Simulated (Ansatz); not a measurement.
BiSe (slab)

Input

```
crystal:
  lattice:
    - [4.2615963413, 0.0, 0.0]
    - [-2.1307981706, 3.6906506922, 0.0]
    - [0.0, 0.0, 34.8568862526]
  atoms:
    - { symbol: Se, position: [0.3333333333, 0.6666666667, 0.2151655184] }
    - { symbol: Bi, position: [0.0, 0.0, 0.2588287427] }
    - { symbol: Se, position: [0.6666666667, 0.3333333333, 0.3110868653] }
    - { symbol: Bi, position: [0.3333333333, 0.6666666667, 0.3633449879] }
    - { symbol: Se, position: [0.0, 0.0, 0.4070082122] }
    - { symbol: Bi, position: [0.6666666667, 0.3333333333, 0.474881159] }
    - { symbol: Bi, position: [0.3333333333, 0.6666666667, 0.525118841] }
    - { symbol: Se, position: [0.0, 0.0, 0.5929917878] }
    - { symbol: Bi, position: [0.6666666667, 0.3333333333, 0.6366550121] }
    - { symbol: Se, position: [0.3333333333, 0.6666666667, 0.6889131347] }
    - { symbol: Bi, position: [0.0, 0.0, 0.7411712573] }
    - { symbol: Se, position: [0.6666666667, 0.3333333333, 0.7848344816] }
basis:
  ecutwfc: 420
kpoints:
  mp_grid: { grid: [9, 9, 1] }
hamiltonian:
  xc: pbesol
scf:
  occupations: { method: gaussian, width: 0.1 }
output:
  forces: true
  stress: true
  eigenvalues: true
  write_density: true
  write_potential: true
  elf: true
  volumetric_format: npy
efield:
  axis: 3
  dipole_correction: true
  ramp_width: 0.04
```

Command:

```sh
ansatz run input.yaml --threads 2 --pin off --max-ram 5120MiB --backend cpu --events-out ev --progress --plain --runs-dir out
```

Not relaxed (largest force 0.4 eV/Å).

Level of theory: DFT PBEsol, scalar-relativistic, plane waves, PAW (Ansatz 0.2.0).

> What will maps of the valence pseudo-density and electron localisation function show?

Bi–Se (2.89 Å): the density is about 0.32 e/Å³ at the midpoint; the ELF is about 0.45 at the midpoint and 0.35 at its lowest between the atoms.
Bi–Bi (3.02 Å): the density is about 0.31 e/Å³ at the midpoint; the ELF reaches about 0.50 near the midpoint.
Bi–Se (3.06 Å): the density is about 0.22 e/Å³ at the midpoint; the ELF is about 0.30 at the midpoint.

> Does the calculation give a band gap?

It is gapless in this calculation (a metal or semimetal).

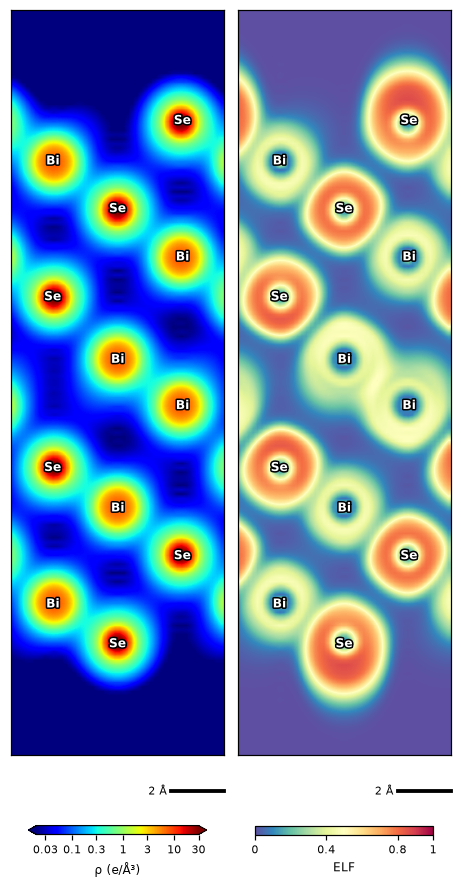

Computed valence pseudo-density and electron localisation function on the (110) plane of the calculation cell, a cut from vacuum to vacuum, in this order. 
